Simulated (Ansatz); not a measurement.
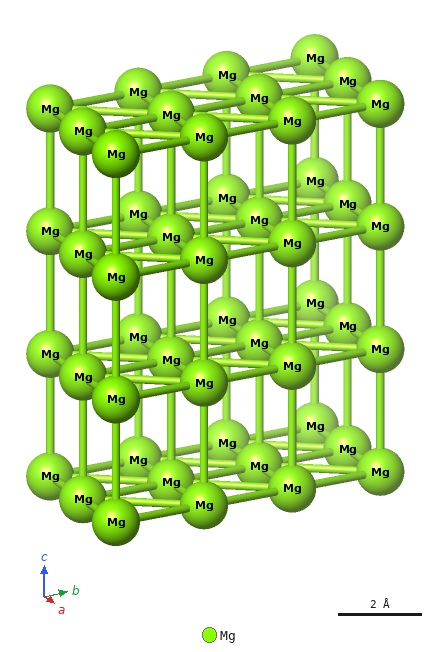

Reference structure: a symmetric starting cell of Mg. Style: ball-and-stick. Shown: the cell of the calculation, repeated 2 × 3 × 3 with one cell outlined, slightly off an axis.

Computed with Ansatz, DFT PBE, scalar-relativistic, plane waves, PAW. Settings: plane-wave cutoff 420 eV; k-point mesh 15 × 15 × 14; occupations gaussian; smearing width 0.1 eV; no spin polarisation.

The variant: The cell is strained by +0.4 % along c and +1.9 % across it (volume +4.4 %), the atoms keeping their fractional coordinates. No relaxation follows. The starting cell wasn't computed here and needn't be at equilibrium, so pressure and forces aren't due to the change alone.

**What is the effect?**

Near-neighbour distances before and after: Mg–Mg 3.049 → 3.058 to 3.110 Å. The space group stays P6/mmm (No. 191). The pressure is −0.1 GPa (not all of it need come from the change, since the unchanged cell can be under pressure at this level too). The principal stresses (compression positive) are 0.6 GPa along c and −0.4 GPa across it. All forces vanish by symmetry.

Drawn alike, the variant:

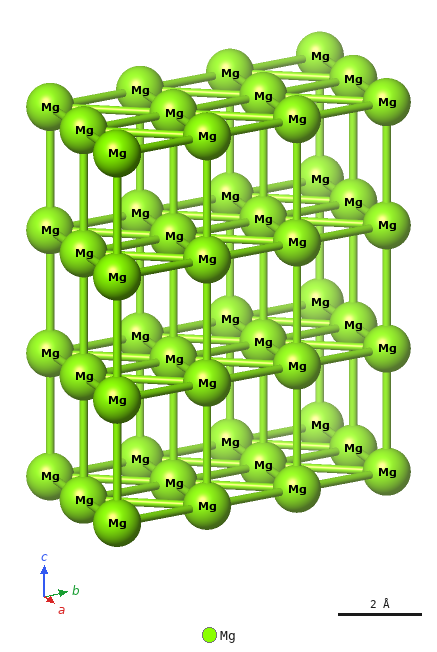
